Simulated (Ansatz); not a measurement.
```yaml
crystal:
  lattice:
    - [0.00000, -5.06923, 5.10096]
    - [0.00000, -5.06923, -5.10096]
    - [5.29380, 5.06923, 0.00000]
  atoms:
    - { symbol: Hf, position: [0.50316, 0.26317, 0.03262] }
    - { symbol: Hf, position: [0.00316, 0.76317, 0.03262] }
    - { symbol: Hf, position: [0.97054, 0.23056, 0.46738] }
    - { symbol: Hf, position: [0.47054, 0.73056, 0.46738] }
    - { symbol: Hf, position: [0.51944, 0.27946, 0.53262] }
    - { symbol: Hf, position: [0.01944, 0.77946, 0.53262] }
    - { symbol: Hf, position: [0.98683, 0.24684, 0.96738] }
    - { symbol: Hf, position: [0.48683, 0.74684, 0.96738] }
    - { symbol: O, position: [0.84048, 0.45732, 0.36539] }
    - { symbol: O, position: [0.34048, 0.95732, 0.36539] }
    - { symbol: O, position: [0.97508, 0.09193, 0.13461] }
    - { symbol: O, position: [0.47508, 0.59193, 0.13461] }
    - { symbol: O, position: [0.87812, 0.38825, 0.72918] }
    - { symbol: O, position: [0.37812, 0.88825, 0.72918] }
    - { symbol: O, position: [0.14893, 0.15907, 0.77082] }
    - { symbol: O, position: [0.64893, 0.65907, 0.77082] }
    - { symbol: O, position: [0.86175, 0.87188, 0.27082] }
    - { symbol: O, position: [0.36175, 0.37188, 0.27082] }
    - { symbol: O, position: [0.59093, 0.10107, 0.22918] }
    - { symbol: O, position: [0.09093, 0.60107, 0.22918] }
    - { symbol: O, position: [0.65807, 0.27492, 0.86539] }
    - { symbol: O, position: [0.15807, 0.77492, 0.86539] }
    - { symbol: O, position: [0.79268, 0.90952, 0.63461] }
    - { symbol: O, position: [0.29268, 0.40952, 0.63461] }
```

Space group Pca2₁; a structure from a database of computed crystals, not necessarily the ambient phase.

The calculation used DFT PBE, scalar-relativistic, plane waves, PAW (Ansatz).

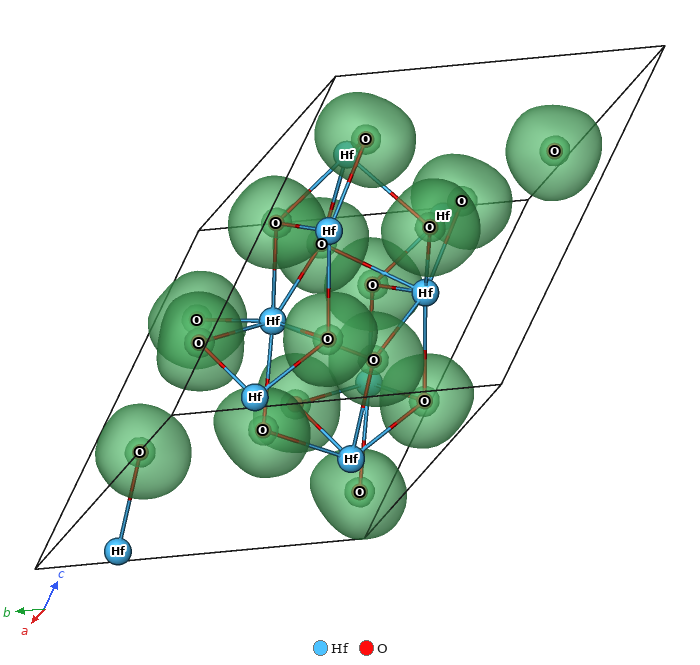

HfO₂. Isosurface of the ELF at 0.6 (green), seen at an oblique angle. Core shells and regions of very low density are left out. Sticks mark near contacts.

### Identify the bonds, lone pairs and shells in this picture.

At this value the surface marks out 16 regions wrapped around O (the valence shell of each), counted in one cell of 24 atoms. Regions shared between cells count once. Along the contacts the grid gives the following. Hf–O (2.04 Å): the ELF peaks at about 0.85 in the valence shell of O, 0.6 Å from its nucleus, and drops to about 0.20 between the two atoms (no localised pair shows between them). Hf–O (2.13 Å): the ELF peaks at about 0.85 in the valence shell of O, 0.6 Å from its nucleus, and drops to about 0.20 between the two atoms (no shared electron pair shows on this line).
